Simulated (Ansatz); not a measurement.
# Run report: Co, geometry relaxation

Co (Pm-3m, 3 atoms in the cell), computed with DFT PBE, scalar-relativistic, plane waves, PAW, spin-polarised (Ansatz 0.2.0).

The structure was made by a generator, so it may or may not be a known phase. Figures and captions count atoms from 1; the log counts them from 0 in places.

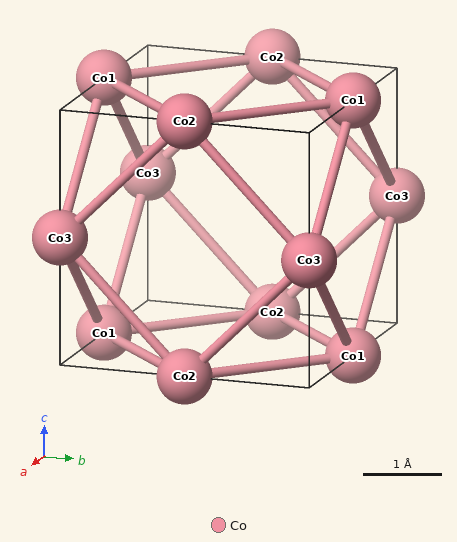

Fig. 1: The input geometry (ball-and-stick view of the cell of the calculation, seen slightly off an axis; atoms are numbered from 1 in the order of the input). An atom can appear more than once, as a periodic image.

Input file
```yaml
crystal:
  lattice:
    - [3.4107162247, 0.0, 0.0]
    - [0.0, 3.4107162247, 0.0]
    - [0.0, 0.0, 3.4107162247]
  atoms:
    - { symbol: Co, position: [0.5, 0.0, 0.0], spin: -2.12 }
    - { symbol: Co, position: [0.0, 0.5, 0.0], spin: -2.12 }
    - { symbol: Co, position: [0.0, 0.0, 0.5], spin: -2.12 }
basis:
  ecutwfc: 420
kpoints:
  mp_grid: { grid: [14, 14, 14] }
hamiltonian:
  xc: pbe
scf:
  occupations: { method: gaussian, width: 0.1 }
output:
  forces: true
  stress: true
  eigenvalues: true
  populations: true
magnetization:
  spin_polarized: true
relax:
  adjacent_minimum: "off"
  f_tol: 0.01
  max_steps: 80
  cell: { stress_tol: 0.05 }
```

Hardware: 1 thread of Intel Xeon @ 2.50GHz (Skylake/Cascade Lake), 189 GiB of memory available, shared host.

Launched with:
```bash
ansatz run input.yaml --threads 1 --pin off --max-ram 2560MiB --backend cpu --events-out ev --progress --plain --runs-dir out
```

Log
```
Engine: ansatz 0.2.0, x86_64-unknown-linux-gnu
Pseudopotentials: kind: paw
Pseudopotential: Co, paw, valence charge 17, recommended cutoff 420 eV (normal), Co.paw.azcp
Functional definition: PBE
  parameter kappa = 0.804
  parameter beta = 0.06672455060314922
  exchange = pbe_x(kappa = kappa, mu = beta*pi^2/3)
  correlation = pbe_c(beta = beta)
Crystal: 3 atoms, lattice volume = 39.677 Å³
Basis set: ecut = 420 eV, 751 PW (Γ), exchange–correlation on 48×48×48 points (8 copies of the dense FFT grid, shifted against one another)
Bands: 35, of which v1, the nominal top of the filled ones, is band 26 counted from 1 (25 counted from 0)
Symmetry: 48 space group operations
Space group: Pm-3m (ITA 221), of the structure as read, at distance tolerance 3.4e-5 Å
Magnetic group: BNS 221.92 (UNI 1594), of the structure as read, at distance tolerance 3.4e-5 Å
k-points: 120 of 2744
Non-local potential: Co, projectors of the file, l = 0: 3, l = 1: 2, l = 2: 3, l = 3: 1
PAW form: soft (Blöchl's): semilocal exchange-correlation on the pseudo side does not see the compensation charge
PAW one-centre angular grid: Co, 590 points (default); XC on 64 Gauss nodes
Initial density: superposition of atomic densities (chi_scale 0.1, normalization cell)
Starting moments: Σ|m| = 6.36 μB on 3 of 3 sites
Initial wavefunctions: pseudopotential atomic-orbital guess
Functional: x = pbe(κ = 0.804, μ = 0.2195149727645171), c = pbe(β = 0.06672455060314922)
SCF iter   1: F=—  HF=-15375.144670 eV  |F-HF|=—  |Δ(HF+E_count)|=         —  Δρ=7.75e-2 (↑7.75e-2 ↓1.58e-2)  dr2=1.77e0  dr2_m=4.31e-1  M=-6.189 μB ∫|m|=6.321 μB  β_m=0.30  ethr=3.10e-3  ⟨swp⟩=5.9  Hψ=28841  notcnv=0  defer=11
Mixer restart at iter 1: flushing history
preconditioner: auto → Kerker (q_TF=auto, 2.845 Å⁻¹)  [metal: Δε(μ)=0.000 eV  Ē_g=8.268 eV  σ=0.100 eV  W_gap=0.00  n_scr=18 (ndim 8)  ℏωp=30.6 eV  f_vac=0.000  D(μ)=4.03/eV (n_scr^D=56)]
spin=Collinear: Kerker preconditioning applied to the charge; magnetization (m = ρ↑ − ρ↓) channel mixes plain (no charge-response kernel on spin).
SCF iter   2: F=—  HF=-15374.783814 eV  |F-HF|=—  |Δ(HF+E_count)|=   3.61e-1  Δρ=3.15e-2 (↑3.15e-2 ↓1.82e-2)  dr2=2.39e-1  dr2_m=1.85e-1  M=-6.004 μB ∫|m|=6.208 μB  β_m=0.38  ethr=3.10e-3  ⟨swp⟩=2.5  Hψ=13614  notcnv=0  defer=702
SCF iter   3: F=—  HF=-15375.399903 eV  |F-HF|=—  |Δ(HF+E_count)|=         —  Δρ=4.30e-2 (↑4.30e-2 ↓1.15e-2)  dr2=3.18e-1  dr2_m=2.42e-1  M=-6.272 μB ∫|m|=6.495 μB  β_m=1.00  ethr=4.69e-4  ⟨swp⟩=2.2  Hψ=10747  notcnv=0  defer=701
Mixer restart at iter 3: flushing history
SCF iter   4: F=—  HF=-15376.665503 eV  |F-HF|=—  |Δ(HF+E_count)|=    1.27e0  Δρ=7.26e-2 (↑7.26e-2 ↓3.09e-2)  dr2=2.42e0  dr2_m=1.92e-1  M=-5.619 μB ∫|m|=5.964 μB  β_m=0.38  ethr=9.80e-5  ⟨swp⟩=2.5  Hψ=16867  notcnv=0  defer=702
SCF iter   5: F=—  HF=-15376.574499 eV  |F-HF|=—  |Δ(HF+E_count)|=   9.10e-2  Δρ=2.36e-2 (↑2.36e-2 ↓1.04e-2)  dr2=1.98e-1  dr2_m=8.79e-2  M=-5.629 μB ∫|m|=5.985 μB  β_m=0.43  ethr=9.80e-5  ⟨swp⟩=3.2  Hψ=20401  notcnv=0  defer=652
SCF iter   6: F=—  HF=-15376.610932 eV  |F-HF|=—  |Δ(HF+E_count)|=   3.64e-2  Δρ=1.69e-2 (↑1.69e-2 ↓5.74e-3)  dr2=1.47e-1  dr2_m=3.18e-2  M=-5.591 μB ∫|m|=5.951 μB  β_m=0.64  ethr=9.80e-5  ⟨swp⟩=1.0  Hψ=8646  notcnv=0  defer=651
SCF iter   7: F=—  HF=-15376.592665 eV  |F-HF|=—  |Δ(HF+E_count)|=   1.83e-2  Δρ=5.13e-3 (↑5.13e-3 ↓3.31e-3)  dr2=1.51e-2  dr2_m=7.51e-4  M=-5.559 μB ∫|m|=5.925 μB  β_m=0.82  ethr=9.80e-5  ⟨swp⟩=2.0  Hψ=13267  notcnv=0  defer=651
SCF iter   8: F=—  HF=-15376.598919 eV  |F-HF|=—  |Δ(HF+E_count)|=   6.25e-3  Δρ=1.01e-3 (↑1.01e-3 ↓8.13e-4)  dr2=2.20e-3  dr2_m=7.84e-5  M=-5.578 μB ∫|m|=5.948 μB  β_m=0.90  ethr=2.96e-5  ⟨swp⟩=2.0  Hψ=15232  notcnv=0  defer=657
SCF iter   9: F=—  HF=-15376.598845 eV  |F-HF|=—  |Δ(HF+E_count)|=   7.43e-5  Δρ=8.66e-4 (↑8.66e-4 ↓7.33e-4)  dr2=7.28e-4  dr2_m=4.53e-6  M=-5.576 μB ∫|m|=5.948 μB  β_m=0.95  ethr=4.32e-6  ⟨swp⟩=2.1  Hψ=10876  notcnv=0  defer=659
SCF iter  10: F=—  HF=-15376.598789 eV  |F-HF|=—  |Δ(HF+E_count)|=   5.58e-5  Δρ=2.44e-4 (↑2.44e-4 ↓1.32e-4)  dr2=2.99e-5  dr2_m=1.53e-6  M=-5.577 μB ∫|m|=5.950 μB  β_m=0.97  ethr=1.43e-6  ⟨swp⟩=2.0  Hψ=10992  notcnv=0  defer=655
SCF iter  11: F=—  HF=-15376.598795 eV  |F-HF|=—  |Δ(HF+E_count)|=   5.67e-6  Δρ=6.92e-5 (↑6.92e-5 ↓4.67e-5)  dr2=3.02e-6  dr2_m=7.46e-8  M=-5.577 μB ∫|m|=5.950 μB  β_m=0.99  ethr=5.87e-8  ⟨swp⟩=1.9  Hψ=10436  notcnv=0  defer=657
SCF iter  12: F=—  HF=-15376.598795 eV  |F-HF|=—  |Δ(HF+E_count)|=   8.15e-7  Δρ=1.68e-5 (↑1.68e-5 ↓9.60e-6)  dr2=1.52e-7  dr2_m=6.49e-9  M=-5.577 μB ∫|m|=5.950 μB  β_m=0.99  ethr=5.92e-9  ⟨swp⟩=2.0  Hψ=11361  notcnv=0  defer=657
SCF iter  13: F=-15376.598796 eV  HF=-15376.598796 eV  |F-HF|=4.40e-10  |Δ(HF+E_count)|=   3.37e-9  Δρ=1.37e-6 (↑1.37e-6 ↓9.51e-7)  dr2=1.07e-9  dr2_m=9.59e-11  M=-5.577 μB ∫|m|=5.950 μB  ethr=1.96e-10  ⟨swp⟩=7.7  Hψ=32551  notcnv=0
SCF 1 converged in 13 iterations: F = -15376.598796 eV  dr2 = 1.07e-9
  greatest PAW one-centre occupation: 1.001 electrons in one spin orbital (limit 2), on the Co atom at site 2 (counted from 0), in its partial waves of l = 1
relax step   1: F+E_penalty+E_count = -15376.59879550 eV  Δ(F+E_penalty+E_count) = +0.000e0 eV  max|allowed force component| = 6.223e-29 eV/Å  Δτ_max = 0.0000 Å  P = -0.047 GPa  Ω = 39.677 Å³  (13 SCF iters, dr2 threshold 1.00e-7 eV, accepted)
Initial density: handed on by an earlier stage of this run
Starting moments: Σ|m| = 6.36 μB on 3 of 3 sites; this step starts from the density that it was given
Initial wavefunctions: pseudopotential atomic-orbital guess (no wavefunctions were taken with the density)
iter 1 solved again at ethr=1.26e-8 eV; its pass at ethr=3.10e-3 eV (dr2=6.43e-6 eV) is discarded
SCF iter   1: F=—  HF=-15376.598795 eV  |F-HF|=—  |Δ(HF+E_count)|=         —  Δρ=1.09e-6 (↑1.09e-6 ↓9.15e-7)  dr2=9.99e-10  dr2_m=5.35e-11  M=-5.577 μB ∫|m|=5.950 μB  β_m=0.65  ethr=1.26e-8  ⟨swp⟩=4.0  Hψ=57279  notcnv=0
preconditioner: auto → none  [metal: Δε(μ)=0.001 eV  Ē_g=8.612 eV  σ=0.100 eV  W_gap=0.01  n_scr=6 (ndim 8)  ℏωp=30.6 eV  f_vac=0.019  D(μ)=3.86/eV (n_scr^D=56)]
SCF iter   2: F=—  HF=-15376.598796 eV  |F-HF|=—  |Δ(HF+E_count)|=   7.59e-7  Δρ=6.86e-7 (↑6.86e-7 ↓3.95e-7)  dr2=1.90e-10  dr2_m=3.51e-11  M=-5.577 μB ∫|m|=5.950 μB  β_m=0.63  ethr=1.96e-12  ⟨swp⟩=2.8  Hψ=16912  notcnv=0
SCF iter   3: F=—  HF=-15376.598796 eV  |F-HF|=—  |Δ(HF+E_count)|=  1.26e-10  Δρ=2.72e-7 (↑2.72e-7 ↓2.09e-7)  dr2=3.40e-11  dr2_m=3.83e-12  M=-5.577 μB ∫|m|=5.950 μB  β_m=0.66  ethr=1.00e-12  ⟨swp⟩=2.2  Hψ=10965  notcnv=0
SCF iter   4: F=—  HF=-15376.598796 eV  |F-HF|=—  |Δ(HF+E_count)|=  2.18e-11  Δρ=3.28e-7 (↑3.28e-7 ↓2.75e-7)  dr2=7.95e-11  dr2_m=7.72e-13  M=-5.577 μB ∫|m|=5.950 μB  β_m=0.51  ethr=1.00e-12  ⟨swp⟩=2.0  Hψ=10882  notcnv=0
SCF iter   5: F=-15376.598796 eV  HF=-15376.598796 eV  |F-HF|=3.64e-12  |Δ(HF+E_count)|=  1.82e-11  Δρ=4.92e-8 (↑4.92e-8 ↓2.14e-8)  dr2=3.13e-13  dr2_m=3.56e-13  M=-5.577 μB ∫|m|=5.950 μB  ethr=1.00e-12  ⟨swp⟩=4.0  Hψ=33888  notcnv=0
SCF 2 converged in 5 iterations: F = -15376.598796 eV  dr2 = 3.13e-13
  greatest PAW one-centre occupation: 1.001 electrons in one spin orbital (limit 2), on the Co atom at site 0 (counted from 0), in its partial waves of l = 1
relax step   2: F+E_penalty+E_count = -15376.59879550 eV  Δ(F+E_penalty+E_count) = -1.837e-10 eV  max|allowed force component| = 4.295e-29 eV/Å  Δτ_max = 0.0000 Å  P = -0.047 GPa  Ω = 39.677 Å³  stress off target by 4.69e-2 GPa  SCF on the basis re-selected at this cell (its energy is not comparable with the rows above)  (5 SCF iters)
```

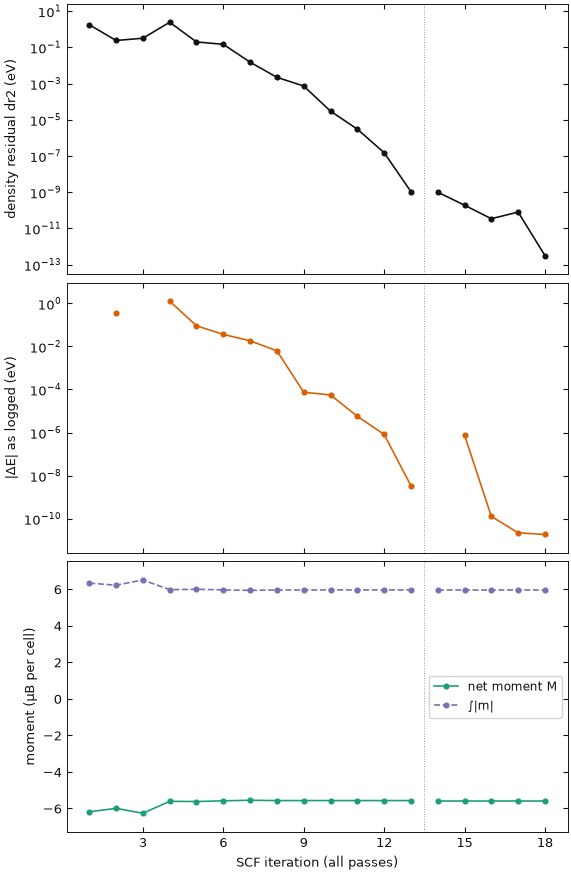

Fig. 2: Convergence of the self-consistent field: density residual dr2, size of the energy change and magnetic moment against the SCF iteration. The dotted lines part the SCF passes of the relaxation: geometry steps, rejected trials and re-solves on a re-selected basis. The passes take 13 and 5 iterations. The net moment goes from −6.2 to −5.6 μB per cell.

```
basis re-selected at this cell: Δ(F+E_penalty+E_count) = -1.837e-10 eV, ΔP = -0.000 GPa vs the last step (what re-selecting the basis moved, of the pressure what is left beyond the Pulay correction that the steps carried, after the strain that the cell walked since its last selection, with what the two solves' SCF thresholds leave and, on support functions, any second-order correction that the steps lacked; it is no measure of the basis error at this ecutwfc). This SCF's stress stands 4.69e-2 GPa from its target on what of the cell is left free (relax.cell.stress_tol is 5.00e-2 GPa) and its largest allowed force component is 4.29e-29 eV/Å (relax.f_tol is 1.00e-2 eV/Å): within both
SCF converged after 5 iterations
Magnetization: -5.5769 μB (22.7115 up, 28.2885 down)
Absolute magnetization: 5.9503 μB (∫|ρ↑−ρ↓|, with the PAW one-centre terms)
Spin contamination: 0.0918 ħ² per cell (⟨S²⟩ above its minimum at these occupations)
Per-site moments (μB) at R_I (Å): [(-1.9107127117878318, 0.9948429856151944), (-1.9107127117878306, 0.9948429856151944), (-1.9107127117878306, 0.9948429856151944)]
Free energy (F): -15376.598796 eV
Harris-Foulkes:  -15376.598796 eV  (|F-HF|=3.64e-12)
Internal energy: -15376.579472 eV  (E = F + TS)
E sigma→0 (E₀):  -15376.589134 eV
Entropy (-TS):   -0.019323 eV (-6.441 meV/atom)
Fermi energy:    14.788989 eV
--- Per-component energies (eV) ---
  E_band       = -938.925453
  E_kinetic    = 1357.841302
  E_local      = -9926.545510  (includes V_loc(G=0)·N_el)
  E_nonlocal   = 1367.426189
  E_hartree    = 4173.427271
  E_xc         = -474.058589
  E_vxc        = -611.489939  (∫ρ·V_xc dr)
  E_paw        = -4549.641407  (= ΣΔE_a)
  E_vpaw       = -1473.012413  (= ΣTr[D̂ρ^β])
  E_aug_tail   = 0.000344  (compensation charges beyond the density's cutoff)
  E_ewald      = -7325.029072
  E_smearing   = -0.019323  (= −TS)
  E_closure    = 0.000000  (closes the sum)
  Σ components = -15376.598796   (vs F -15376.598796, Δ=0.00e0)
--- Forces (eV/Å), atoms counted from 1 ---
  atom   1  Co     0.00000000    -0.00000000     0.00000000
  atom   2  Co     0.00000000     0.00000000    -0.00000000
  atom   3  Co     0.00000000     0.00000000    -0.00000000
  max |Σ_I F_I| component: 1.29e-28 eV/Å
--- Stress (GPa, compression-positive) ---
       -0.046890       0.000000       0.000000
        0.000000      -0.046890       0.000000
        0.000000       0.000000      -0.046890
  P = ⅓ Tr σ = -0.0469 GPa (-0.469 kbar)
--- Band table (eV; the first three rows and the last of 240) ---
  k-point 0 ↑: bands = ["-79.3165", "-79.2316", "-79.2316", "-42.7643", "-42.7643", "-42.7643", "-42.5242", "-42.5242", "-42.5242", "-42.4433", "-42.4433", "-42.4433", "6.6630", "10.6977", "11.8714", "11.8714", "11.8714", "12.0892", "12.0892", "14.9605", "14.9605", "14.9605", "15.7869", "15.7869", "16.1256", "16.2331", "16.2331", "16.2331", "19.0678", "19.0678", "19.0678", "25.7465", "25.7465", "25.9881", "32.3956"]
  k-point 1 ↑: bands = ["-79.3156", "-79.2326", "-79.2316", "-42.7621", "-42.7621", "-42.7607", "-42.5248", "-42.5248", "-42.5244", "-42.4474", "-42.4448", "-42.4448", "6.7330", "10.7312", "11.8841", "11.8976", "11.8976", "12.0844", "12.1341", "14.9366", "14.9366", "14.9442", "15.7467", "15.7882", "16.0824", "16.0824", "16.0938", "16.2332", "18.6809", "19.2816", "19.2816", "25.7446", "25.9045", "26.3413", "31.9133"]
  k-point 2 ↑: bands = ["-79.3128", "-79.2353", "-79.2316", "-42.7559", "-42.7559", "-42.7501", "-42.5268", "-42.5268", "-42.5250", "-42.4596", "-42.4492", "-42.4492", "6.9408", "10.8258", "11.9206", "11.9760", "11.9760", "12.0658", "12.2653", "14.8556", "14.8556", "14.8979", "15.6290", "15.7423", "15.7423", "15.7903", "16.0007", "16.2334", "17.7735", "19.8215", "19.8215", "25.7391", "25.9859", "27.5359", "30.8545"]
  k-point 119 ↓: bands = ["-81.5565", "-81.5565", "-81.5565", "-45.1757", "-44.8949", "-44.8949", "-44.8949", "-44.7985", "-44.7985", "-44.6476", "-44.6476", "-44.6476", "10.0314", "10.0314", "10.0314", "10.0492", "11.8244", "11.8244", "11.8244", "12.5125", "12.5125", "12.5125", "13.1141", "13.1141", "14.1271", "14.1271", "14.1271", "14.3717", "16.5147", "16.5147", "16.5147", "21.0824", "21.0824", "21.0824", "22.7440"]
--- Relaxed structure (1 steps of the walk, 1 accepted, 1 SCFs on fresh bases) ---
  F+E_penalty+E_count = -15376.59879550 eV   max|allowed force component| = 4.295e-29 eV/Å   (the final SCF, on the basis selected at the relaxed cell)
  cell:  # Å, volume = 39.6768 Å³
    - [3.4107162247, 0.0, 0.0]
    - [0.0, 3.4107162247, 0.0]
    - [0.0, 0.0, 3.4107162247]
  atoms:
    - { symbol: Co, position: [0.5, 0.0, 0.0] }
    - { symbol: Co, position: [0.0, 0.5, 0.0] }
    - { symbol: Co, position: [0.0, 0.0, 0.5] }
--- Löwdin populations: 3 sites ---
  site symbol       q [e]    m [muB]
     0     Co     16.8003    -1.9128
     1     Co     16.8003    -1.9128
     2     Co     16.8003    -1.9128
  spilling = 0.011748 (of n_electrons = 51.000000)
```

Trajectory as extended XYZ (Å, eV, eV/Å), 2 frames, from step=1 to step=2
```
3
Lattice="3.4107 0.0000 0.0000 0.0000 3.4107 0.0000 0.0000 0.0000 3.4107" Properties=species:S:1:pos:R:3:forces:R:3 step=1 energy=-15376.59880 pressure_GPa=-0.05
Co    1.7054    0.0000    0.0000    0.0000   0.0000   0.0000
Co    0.0000    1.7054    0.0000    0.0000   0.0000   0.0000
Co    0.0000    0.0000    1.7054    0.0000   0.0000   0.0000
3
Lattice="3.4107 0.0000 0.0000 0.0000 3.4107 0.0000 0.0000 0.0000 3.4107" Properties=species:S:1:pos:R:3:forces:R:3 step=2 energy=-15376.59880 pressure_GPa=-0.05
Co    1.7054    0.0000    0.0000    0.0000   0.0000   0.0000
Co    0.0000    1.7054    0.0000    0.0000   0.0000   0.0000
Co    0.0000    0.0000    1.7054    0.0000   0.0000   0.0000
```

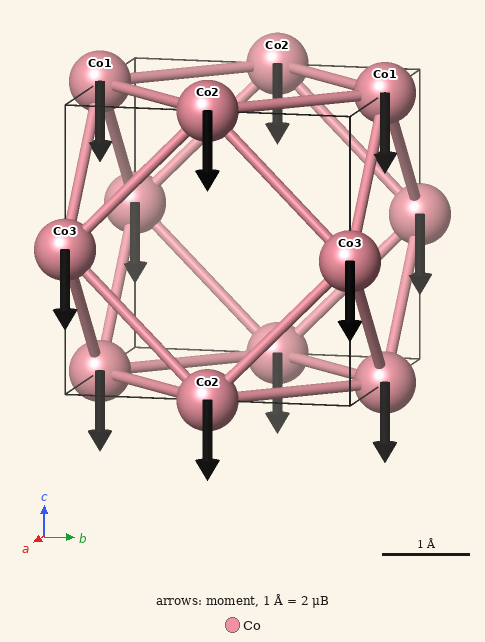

Fig. 3: Magnetic moments of the sites as black arrows (ball-and-stick view of the cell of the calculation, seen slightly off an axis; atoms are numbered from 1 in the order of the input); small moments hardly show. The run is collinear, so the axis drawn is arbitrary. Site moments: all 3 Co atoms (−1.91 μB). They are counted near the atoms and needn't add up to the moment of the cell.

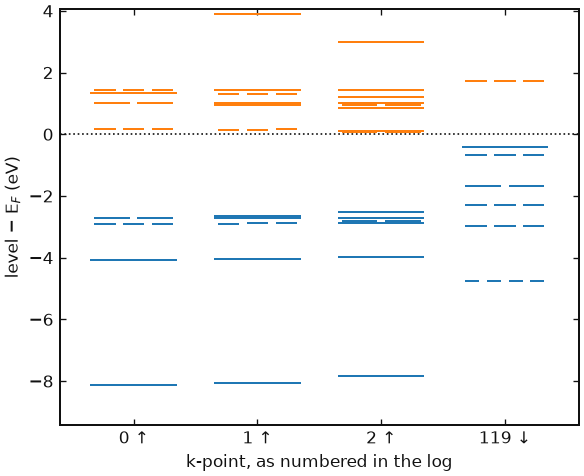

Fig. 4: Kohn–Sham levels near the Fermi level (dotted) at the few k-points that the log prints; levels within 0.02 eV of each other stand side by side. The system is metallic on the full mesh.

Key numbers

```csv
quantity,value
outcome,converged
space group (tolerance 0.01 Å),Pm-3m (221)
electrons treated,51
free energy,−15376.5988 eV
Fermi energy,14.789 eV
gap on the k-point mesh,none (metallic)
net moment of the cell,−5.58 μB
integrated absolute moment,5.95 μB
pressure,−0.05 GPa
final volume,39.68 Å³
largest force (length of the vector) at the end,under 0.001 eV/Å
final cell,"a = 3.411 Å, b = 3.411 Å, c = 3.411 Å, α = 90.00°, β = 90.00°, γ = 90.00°"
wall time,2.3 min
peak memory,0.55 GiB
```
